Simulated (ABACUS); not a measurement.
**Run report: RbCl, band-structure run**

The run: band-structure run of RbCl (2 atoms in the cell). Method and program: Kohn-Sham DFT of a periodic cell, PBEsol, SSSP 1.3 efficiency PBE, no spin polarisation (ABACUS 3.10.1).

The structure derives from an entry of the Crystallography Open Database. It belongs to a series of runs on one base structure; here: bands on the converged density.

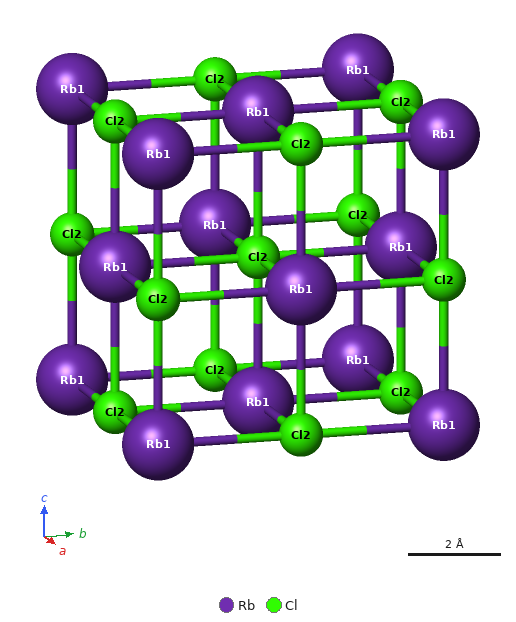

**Figure 1.** The input geometry (ball-and-stick view of the cell 4 times as large as that of the calculation, set on its symmetry axes, seen slightly off an axis; atoms are numbered from 1 in the order of the input). An atom can appear more than once, as a periodic image. Near neighbours in the periodic cell (some may lie outside the picture): Rb has 6 Cl at 3.27 Å; Cl has 6 Rb at 3.27 Å.

Input:
```
INPUT_PARAMETERS
suffix              RbCl
calculation         nscf
basis_type          pw
pseudo_dir          ./
symmetry            -1
dft_functional      pbesol
ecutwfc             55.0
pseudo_rcut         10
nspin               1
nbands              18
ks_solver           dav
smearing_method     fd
smearing_sigma      0.00367493
scf_thr             1e-08
scf_nmax            100
mixing_type         broyden
mixing_beta         0.7
ecutrho             440.0
init_chg            file
pw_diag_thr         1e-07
out_band            1
kpar                4
```

File STRU:
```
ATOMIC_SPECIES
Rb 85.4678 Rb_ONCV_PBE-1.0.oncvpsp.upf
Cl 35.4500 cl_pbe_v1.4.uspp.F.UPF

LATTICE_CONSTANT
1.8897261246

LATTICE_VECTORS
0.0000000000 3.2740000000 3.2740000000
3.2740000000 0.0000000000 3.2740000000
3.2740000000 3.2740000000 0.0000000000

ATOMIC_POSITIONS
Direct

Rb
0.0
1
0.0000000000 0.0000000000 0.0000000000 1 1 1

Cl
0.0
1
0.5000000000 0.5000000000 0.5000000000 1 1 1
```

File KPT:
```
K_POINTS
12
Line
0.00000000 0.00000000 0.00000000 10 // G
0.50000000 0.00000000 0.50000000 10 // X
0.50000000 0.25000000 0.75000000 10 // W
0.37500000 0.37500000 0.75000000 10 // K
0.00000000 0.00000000 0.00000000 10 // G
0.50000000 0.50000000 0.50000000 10 // L
0.62500000 0.25000000 0.62500000 10 // U
0.50000000 0.25000000 0.75000000 10 // W
0.50000000 0.50000000 0.50000000 10 // L
0.37500000 0.37500000 0.75000000 1 // K
0.62500000 0.25000000 0.62500000 10 // U
0.50000000 0.00000000 0.50000000 1 // X
```

Command:
```bash
OMP_NUM_THREADS=1 mpirun -np 4 abacus > log
```

The program's output:
```
ABACUS v3.10.1

               Atomic-orbital Based Ab-initio Computation at UStc

 ------------------------------------------------------------------------------------

 READING GENERAL INFORMATION
                           global_out_dir = OUT.RbCl/
                           global_in_card = INPUT
                               pseudo_dir = ./
                              orbital_dir =
                                    DSIZE = 4
                                    GSIZE = 1

 READING UNITCELL INFORMATION
                                    ntype = 2
                  lattice constant (Bohr) = 1.88973
              lattice constant (Angstrom) = 1

 READING ATOM TYPE 1
                               atom label = Rb
                      L=0, number of zeta = 1
                      L=1, number of zeta = 1
                      L=2, number of zeta = 1
             number of atom for this type = 1

 READING ATOM TYPE 2
                               atom label = Cl
                      L=0, number of zeta = 1
                      L=1, number of zeta = 1
                      L=2, number of zeta = 1
             number of atom for this type = 1

                        TOTAL ATOM NUMBER = 2
DIRECT COORDINATES
    atom                   x                   y                   z     mag                  vx                  vy                  vz
taud_Rb1            0.0000000000        0.0000000000        0.0000000000  0.0000        0.0000000000        0.0000000000        0.0000000000
taud_Cl1            0.5000000000        0.5000000000        0.5000000000  0.0000        0.0000000000        0.0000000000        0.0000000000

                          Volume (Bohr^3) = 473.656
                             Volume (A^3) = 70.1884

 Lattice vectors: (Cartesian coordinate: in unit of a_0)
                   +0              +3.274              +3.274
               +3.274                  +0              +3.274
               +3.274              +3.274                  +0
 Reciprocal vectors: (Cartesian coordinate: in unit of 2 pi/a_0)
            -0.152718           +0.152718           +0.152718
            +0.152718           -0.152718           +0.152718
            +0.152718           +0.152718           -0.152718
 The esolver type has been set to : ksdft_pw

                PAO radial cut off (Bohr) = 10

 Read in pseudopotential file is Rb_ONCV_PBE-1.0.oncvpsp.upf
                     pseudopotential type = NC
          exchange-correlation functional = PBE
                 nonlocal core correction = 0
                        valence electrons = 9
                                     lmax = 2
                           number of zeta = 3
                     number of projectors = 6
                           L of projector = 0
                           L of projector = 0
                           L of projector = 1
                           L of projector = 1
                           L of projector = 2
                           L of projector = 2
 XC functional updated to : pbesol
          exchange-correlation functional = PBESOL
                PAO radial cut off (Bohr) = 10

 Read in pseudopotential file is cl_pbe_v1.4.uspp.F.UPF
                     pseudopotential type = US
          exchange-correlation functional = PBE
                 nonlocal core correction = 1
                        valence electrons = 7
                                     lmax = 2
                           number of zeta = 2
                     number of projectors = 6
                           L of projector = 0
                           L of projector = 0
                           L of projector = 1
                           L of projector = 1
                           L of projector = 2
                           L of projector = 2
 XC functional updated to : pbesol
          exchange-correlation functional = PBESOL
     initial pseudo atomic orbital number = 9

 SETUP THE ELECTRONS NUMBER
            electron number of element Rb = 9
      total electron number of element Rb = 9
            electron number of element Cl = 7
      total electron number of element Cl = 7
            AUTOSET number of electrons:  = 16
                           occupied bands = 8
                                   NBANDS = 18
                                   NLOCAL = 18

%%%%%%%%%%%%%%%%%%%%%%%%%%%%%%%%%%%%%%%%%%%%%%%%%%%%%%%%%%%%%%%%%%%%%%%%%%%%%%%%%%%%%%%%%%%%%%%%%%%%%%%%%%
 Warning: the number of valence electrons in pseudopotential > 1 for Rb: [Kr] 5s1
 Pseudopotentials with additional electrons can yield (more) accurate outcomes, but may be less efficient.
 If you're confident that your chosen pseudopotential is appropriate, you can safely ignore this warning.
%%%%%%%%%%%%%%%%%%%%%%%%%%%%%%%%%%%%%%%%%%%%%%%%%%%%%%%%%%%%%%%%%%%%%%%%%%%%%%%%%%%%%%%%%%%%%%%%%%%%%%%%%%

 SETUP THE PLANE WAVE BASIS
 energy cutoff for charge/potential (unit:Ry) = 220
            fft grid for charge/potential = [ 45, 45, 45 ]
                        fft grid division = [ 1, 1, 1 ]
        big fft grid for charge/potential = [ 60, 60, 60 ]
                                     nbxx = 216000
                                     nrxx = 91125

 SETUP PLANE WAVES FOR CHARGE/POTENTIAL
                    number of plane waves = 26229
                         number of sticks = 1159

 PARALLEL PW FOR CHARGE/POTENTIAL
     PROC   COLUMNS(POT)             PW
        1           1159          26229
 --------------- sum -------------------
        1           1159          26229
                            number of |g| = 288
                                  max |g| = 19.8711
                                  min |g| = 0

 energy cutoff for dense charge/potential (unit:Ry) = 440
      fft grid for dense charge/potential = [ 60, 60, 60 ]
                                     nrxx = 216000

 SETUP PLANE WAVES FOR dense CHARGE/POTENTIAL
                    number of plane waves = 73889
                         number of sticks = 2335

 PARALLEL PW FOR dense CHARGE/POTENTIAL
     PROC   COLUMNS(POT)             PW
        1           2335          73889
 --------------- sum -------------------
        1           2335          73889
                            number of |g| = 571
                                  max |g| = 39.7422
                                  min |g| = 0

----------- Double Check Mixing Parameters Begin ------------
mixing_type: broyden
mixing_beta: 0.7
mixing_gg0: 1
mixing_gg0_min: 0.1
mixing_ndim: 8
----------- Double Check Mixing Parameters End ------------

 SETUP K-POINTS
                                    nspin = 1
                                   nkstot = 102
K-POINTS DIRECT COORDINATES
 KPOINTS    DIRECT_X    DIRECT_Y    DIRECT_Z  WEIGHT
       1  0.00000000  0.00000000  0.00000000  1.0000
       2  0.05000000  0.00000000  0.05000000  1.0000
       3  0.10000000  0.00000000  0.10000000  1.0000
       4  0.15000000  0.00000000  0.15000000  1.0000
       5  0.20000000  0.00000000  0.20000000  1.0000
       6  0.25000000  0.00000000  0.25000000  1.0000
       7  0.30000000  0.00000000  0.30000000  1.0000
       8  0.35000000  0.00000000  0.35000000  1.0000
       9  0.40000000  0.00000000  0.40000000  1.0000
      10  0.45000000  0.00000000  0.45000000  1.0000
      11  0.50000000  0.00000000  0.50000000  1.0000
      12  0.50000000  0.02500000  0.52500000  1.0000
      13  0.50000000  0.05000000  0.55000000  1.0000
      14  0.50000000  0.07500000  0.57500000  1.0000
      15  0.50000000  0.10000000  0.60000000  1.0000
      16  0.50000000  0.12500000  0.62500000  1.0000
      17  0.50000000  0.15000000  0.65000000  1.0000
      18  0.50000000  0.17500000  0.67500000  1.0000
      19  0.50000000  0.20000000  0.70000000  1.0000
      20  0.50000000  0.22500000  0.72500000  1.0000
      21  0.50000000  0.25000000  0.75000000  1.0000
      22  0.48750000  0.26250000  0.75000000  1.0000
      23  0.47500000  0.27500000  0.75000000  1.0000
      24  0.46250000  0.28750000  0.75000000  1.0000
      25  0.45000000  0.30000000  0.75000000  1.0000
      26  0.43750000  0.31250000  0.75000000  1.0000
      27  0.42500000  0.32500000  0.75000000  1.0000
      28  0.41250000  0.33750000  0.75000000  1.0000
      29  0.40000000  0.35000000  0.75000000  1.0000
      30  0.38750000  0.36250000  0.75000000  1.0000
[... 72 further k points ...]

           k-point number in this process = 26
       minimum distributed K point number = 25

[... K-POINTS CARTESIAN COORDINATES: 26 rows ...]

[... K-POINTS DIRECT COORDINATES: 26 rows ...]

 SETUP PLANE WAVES FOR WAVE FUNCTIONS
     energy cutoff for wavefunc (unit:Ry) = 55
              fft grid for wave functions = [ 45, 45, 45 ]
                    number of plane waves = 4015
                         number of sticks = 337

 PARALLEL PW FOR WAVE FUNCTIONS
     PROC   COLUMNS(POT)             PW
        1            337           4015
 --------------- sum -------------------
        1            337           4015

 SETUP NONLOCAL PSEUDOPOTENTIALS IN PLANE WAVE BASIS
 Rb non-local projectors:
 projector 1 L=0
 projector 2 L=0
 projector 3 L=1
 projector 4 L=1
 projector 5 L=2
 projector 6 L=2
 Cl non-local projectors:
 projector 1 L=0
 projector 2 L=0
 projector 3 L=1
 projector 4 L=1
 projector 5 L=2
 projector 6 L=2
      TOTAL NUMBER OF NONLOCAL PROJECTORS = 36

 Init Non-Local PseudoPotential table :
 Init Non-Local-Pseudopotential done.

                                     npwx = 3287

 Make real space PAO into reciprocal space.
       max mesh points in Pseudopotential = 1001
     dq(describe PAO in reciprocal space) = 0.01
                                    max q = 894

 number of pseudo atomic orbitals for Rb is 3
WARNING: norm of atomic wavefunction # 3 of atomic type Rb is 0.98754, renormalized

 number of pseudo atomic orbitals for Cl is 2

 -------------------------------------------
 NONSELF-CONSISTENT
 -------------------------------------------
                                 init_chg = file
 try to read charge from file
 Read in the charge density: OUT.RbCl//RbCl-CHARGE-DENSITY.restart

 PW ALGORITHM --------------- ION=   1  ELEC=   1--------------------------------
 k(1/102) Iter steps (avg)=25 threshold=1e-07
 k(2/102) Iter steps (avg)=23 threshold=1e-07
 k(3/102) Iter steps (avg)=17 threshold=1e-07
 k(4/102) Iter steps (avg)=15 threshold=1e-07
 k(5/102) Iter steps (avg)=15 threshold=1e-07
 k(6/102) Iter steps (avg)=16 threshold=1e-07
 k(7/102) Iter steps (avg)=19 threshold=1e-07
 k(8/102) Iter steps (avg)=31 threshold=1e-07
 k(9/102) Iter steps (avg)=21 threshold=1e-07
 k(10/102) Iter steps (avg)=16 threshold=1e-07
 k(11/102) Iter steps (avg)=15 threshold=1e-07
 k(12/102) Iter steps (avg)=15 threshold=1e-07
 k(13/102) Iter steps (avg)=31 threshold=1e-07
 k(14/102) Iter steps (avg)=17 threshold=1e-07
 k(15/102) Iter steps (avg)=31 threshold=1e-07
 k(16/102) Iter steps (avg)=29 threshold=1e-07
 k(17/102) Iter steps (avg)=26 threshold=1e-07
 k(18/102) Iter steps (avg)=26 threshold=1e-07
 k(19/102) Iter steps (avg)=20 threshold=1e-07
 k(20/102) Iter steps (avg)=26 threshold=1e-07
 k(21/102) Iter steps (avg)=22 threshold=1e-07
 k(22/102) Iter steps (avg)=23 threshold=1e-07
 k(23/102) Iter steps (avg)=25 threshold=1e-07
 k(24/102) Iter steps (avg)=26 threshold=1e-07
 k(25/102) Iter steps (avg)=27 threshold=1e-07
 k(26/102) Iter steps (avg)=28 threshold=1e-07
[... levels at 26 k points of this process ...]

 Density error is 0.00000000000
                          Error Threshold = 1.00000000000e-07
----------------------------------------------------------
     Energy           Rydberg                 eV
----------------------------------------------------------
 E_KohnSham     -82.2768363236       -1119.4337874141
 E_KS(sigma->0) -82.2768363236       -1119.4337874141
 E_Harris       -82.2768363236       -1119.4337874141
 E_band         -7.6854131774        -104.5654106972
 E_one_elec     -22.3364964155       -303.9036246080
 E_Hartree      16.0967836601        219.0079772511
 E_xc           -16.7723135328       -228.1990326891
 E_Ewald        -59.2648100353       -806.3391073681
 E_entropy(-TS) -0.0000000000        -0.0000000000
 E_descf        0.0000000000         0.0000000000
 E_exx          0.0000000000         0.0000000000
 E_Fermi        0.1983137118         2.6981964726
----------------------------------------------------------

 charge density convergence is achieved
 final etot is -1119.4337874 eV
 EFERMI = 2.6981964726 eV

 STATE ENERGY(eV) AND OCCUPATIONS    NSPIN == 1
 1/26 kpoint (Cartesian) = 0.0000 0.0000 0.0000 (3287 pws)
       1       -22.7703      0.0196078
       2       -10.9921      0.0196078
       3       -6.80785      0.0196078
       4       -6.80785      0.0196078
       5       -6.80785      0.0196078
       6        1.02506      0.0196078
       7        1.02507      0.0196078
       8        1.02507      0.0196078
       9        5.90038    3.01029e-30
      10        8.92498    1.61152e-56
      11        8.92498    1.61152e-56
      12        8.92498    1.61152e-56
      13        9.90616    4.84016e-65
      14        9.90616    4.84016e-65
      15        12.9628        0.00000
      16        17.9263        0.00000
      17        17.9263        0.00000
      18        17.9263        0.00000

 2/26 kpoint (Cartesian) = 0.0000 0.015272 0.0000 (3275 pws)
       1       -22.7697      0.0196078
       2       -10.9943      0.0196078
       3       -6.81057      0.0196078
       4       -6.81057      0.0196078
       5       -6.80269      0.0196078
       6       0.971320      0.0196078
       7        1.02060      0.0196078
       8        1.02060      0.0196078
       9        5.98289    5.78039e-31
      10        8.84408    8.12756e-56
      11        8.99227    4.19586e-57
      12        8.99227    4.19586e-57
      13        9.92774    3.14315e-65
      14        9.98875    9.27920e-66
      15        13.1080        0.00000
      16        17.5980        0.00000
      17        17.5980        0.00000
      18        17.9393        0.00000

 3/26 kpoint (Cartesian) = 0.0000 0.030544 0.0000 (3255 pws)
       1       -22.7681      0.0196078
       2       -10.9995      0.0196078
       3       -6.81846      0.0196078
       4       -6.81846      0.0196078
       5       -6.79114      0.0196078
       6       0.834916      0.0196078
       7        1.00832      0.0196078
       8        1.00832      0.0196078
       9        6.20759    6.46027e-33
      10        8.63310    5.52735e-54
      11        9.19144    7.81325e-59
      12        9.19144    7.81324e-59
      13        9.99155    8.77264e-66
      14        10.2265    7.98337e-68
      15        13.5112        0.00000
      16        16.9704        0.00000
      17        16.9704        0.00000
      18        17.7122        0.00000

 4/26 kpoint (Cartesian) = 0.0000 0.045816 0.0000 (3275 pws)
       1       -22.7655      0.0196078
       2       -11.0049      0.0196078
       3       -6.83078      0.0196078
       4       -6.83078      0.0196078
       5       -6.78340      0.0196078
       6       0.671693      0.0196078
       7       0.991057      0.0196078
       8       0.991057      0.0196078
       9        6.52574    1.11371e-35
      10        8.35476    1.44600e-51
      11        9.51480    1.21387e-61
      12        9.51480    1.21387e-61
      13        10.0946    1.11647e-66
      14        10.5841    6.26028e-71
      15        14.1073        0.00000
      16        16.3049        0.00000
      17        16.3049        0.00000
      18        16.5297        0.00000

 5/26 kpoint (Cartesian) = 0.0000 0.061087 0.0000 (3255 pws)
       1       -22.7622      0.0196078
       2       -11.0069      0.0196078
       3       -6.84635      0.0196078
       4       -6.84635      0.0196078
       5       -6.79167      0.0196078
       6       0.536337      0.0196078
       7       0.972368      0.0196078
       8       0.972368      0.0196078
       9        6.89479    6.93930e-39
      10        8.06100    5.14863e-49
      11        9.95022    2.00513e-65
      12        9.95022    2.00513e-65
      13        10.2316    7.20718e-68
      14        10.9884    1.92572e-74
      15        14.8389        0.00000
      16        15.3684        0.00000
      17        15.6760        0.00000
      18        15.6760        0.00000

 6/26 kpoint (Cartesian) = 0.0000 0.076359 0.0000 (3263 pws)
       1       -22.7587      0.0196078
       2       -11.0030      0.0196078
       3       -6.86365      0.0196078
       4       -6.86365      0.0196078
       5       -6.82442      0.0196078
       6       0.463607      0.0196078
       7       0.955386      0.0196078
       8       0.955386      0.0196078
       9        7.29072    2.52515e-42
      10        7.78421    1.30590e-46
      11        10.3943    2.78701e-69
      12        10.4811    4.90966e-70
      13        10.4811    4.90966e-70
      14        11.3243    2.32642e-77
      15        14.2836        0.00000
      16        15.1182        0.00000
      17        15.1182        0.00000
      18        15.6616        0.00000

[... levels at 20 further k points ...]

 --------------------------------------------
 !FINAL_ETOT_IS -1119.433787414116 eV
 --------------------------------------------

 Output bands in file: OUT.RbCl/BANDS_1.dat
```

Standard output:
```
ABACUS v3.10.1

               Atomic-orbital Based Ab-initio Computation at UStc

 dft_functional readin is: pbesol
 dft_functional in pseudopot file is: PBE
 Please make sure this is what you need
 dft_functional readin is: pbesol
 dft_functional in pseudopot file is: PBE
 Please make sure this is what you need

%%%%%%%%%%%%%%%%%%%%%%%%%%%%%%%%%%%%%%%%%%%%%%%%%%%%%%%%%%%%%%%%%%%%%%%%%%%%%%%%%%%%%%%%%%%%%%%%%%%%%%%%%
 Warning: the number of valence electrons in pseudopotential > 1 for Rb: [Kr] 5s1
 Pseudopotentials with additional electrons can yield (more) accurate outcomes, but may be less efficient.
 If you're confident that your chosen pseudopotential is appropriate, you can safely ignore this warning.
%%%%%%%%%%%%%%%%%%%%%%%%%%%%%%%%%%%%%%%%%%%%%%%%%%%%%%%%%%%%%%%%%%%%%%%%%%%%%%%%%%%%%%%%%%%%%%%%%%%%%%%%%

 UNIFORM GRID DIM        : 45 * 45 * 45
 UNIFORM GRID DIM(BIG)   : 60 * 60 * 60
 UNIFORM GRID DIM(DENSE) : 60 * 60 * 60
 ---------------------------------------------------------
 ---------------------------------------------------------
 SPIN    KPOINTS         PROCESSORS  THREADS
 1       102             4           4
 ---------------------------------------------------------
 Use plane wave basis
 ---------------------------------------------------------
 ELEMENT NATOM       XC
 Rb      1
 Cl      1
 ---------------------------------------------------------
 Initial plane wave basis and FFT box
 ---------------------------------------------------------
 -------------------------------------------
 NONSELF-CONSISTENT :
 -------------------------------------------
 START CHARGE      : file
 ITER       ETOT/eV          EDIFF/eV         DRHO     TIME/s
 DA1     -1.11943379e+03   0.00000000e+00   0.0000e+00  13.18
```

Results in brief:

- outcome: converged
- space group (tolerance 0.01 Å): Fm-3m (225)
- electrons treated: 16
- Fermi energy: 2.690 eV
- gap on the band path: 4.88 eV
- hardware: 4 threads of Intel Xeon (Sapphire Rapids), 32 GiB of memory available, shared host
- wall time: 17 s (CPU time 67 s)
- peak memory: 1.4 GiB
